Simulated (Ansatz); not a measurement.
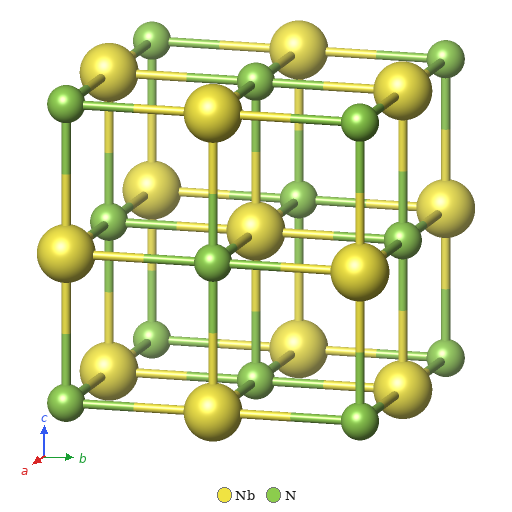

System: NbN, space group Fm-3m (No. 225). The picture shows the conventional cell.

The cell holds 2 atoms.

Method: volume and cell lengths of one structure relaxed by several density functionals; plane waves with PAW datasets, Γ-centred k mesh (Ansatz 0.2.0). All runs: no spin polarisation.

| setting | value |
| --- | --- |
| occupations | Gaussian |
| smearing width | 0.1 eV |

The space group named is that of the starting cell.

What does the calculation give for the volume by functional? The cases: PBE+D3(BJ); PBEsol; PBE.

PBEsol gives 10.506 Å³/atom, PBE+D3(BJ) 10.538 Å³/atom and PBE 10.805 Å³/atom.

```csv
functional,volume (Å³/atom)
PBE+D3(BJ),10.538
PBEsol,10.506
PBE,10.805
```

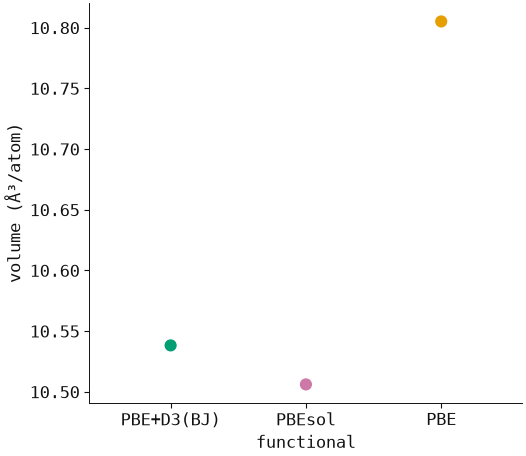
